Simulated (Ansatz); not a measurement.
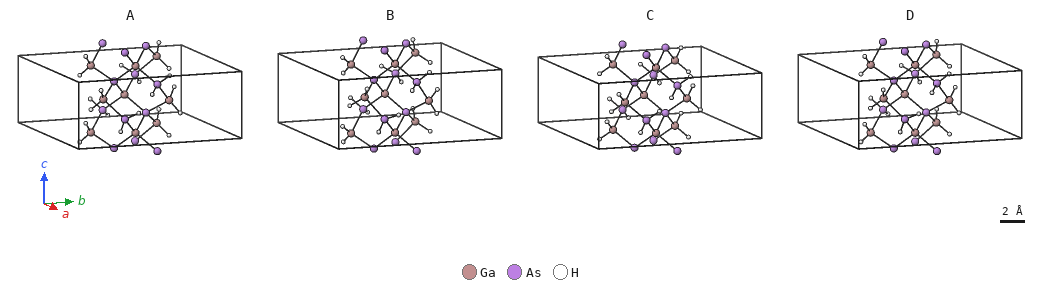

4 geometries from one relaxation of a wire of composition Ga$_{3}$As$_{3}$H$_{8}$, in shuffled order. Style: ball-and-stick. Shown: the cell of the calculation, with the vacuum cut short, slightly off an axis.

Case: wire along [0 0 1], 12 atoms a period, capped with H.

Level of theory: DFT PBE, scalar-relativistic, plane waves, PAW in Ansatz. (plane-wave cutoff 420 eV; k-point mesh 1 × 1 × 10; occupations gaussian; smearing width 0.05 eV; no spin polarisation; cell relaxed at fixed a, b, alpha, beta, gamma; force threshold 0.02 eV/Å; at most 45 steps)

**Order the frames from highest to lowest energy.**

C, A, D, B. They are steps 0, 2, 3, 9, at +1.980 eV per cell of the calculation, +0.294 eV per cell of the calculation, +0.113 eV per cell of the calculation relative to the last. The largest moves relative to the layer's centre, 0.82 Å, are those of H atoms. By element the largest moves are H 0.82 Å, Ga 0.41 Å, As 0.30 Å. Along the periodic axis the drawn cell goes c 5.745 → 6.051 Å (+5.3 %). Among the contacts that change: As–Ga 2.488 → 2.572 Å, As–Ga 2.488 → 2.453 Å, As–Ga 2.488 → 2.505 Å, Ga–H 1.570 → 1.565 Å. Among the angles between lasting bonds that change: H–Ga–H 109.5° → 125.7°, Ga–As–Ga 109.5° → 125.4°, H–As–H 109.5° → 96.6°. Over 8 accepted moves (9 points after the start) the energy falls by 1.980 eV per cell of the calculation. The largest force component goes from 1 to 0.02 eV/Å. At 1 point the geometry stayed and the basis and grid were re-selected for the new cell (energy shift of 16.8 meV per cell of the calculation at most each time). Cost: 6.9 min on 4 threads of Intel(R) Xeon(R) Platinum 8259CL CPU @ 2.50GHz (Skylake/Cascade Lake), on a shared host, peak memory 4.3 GiB.
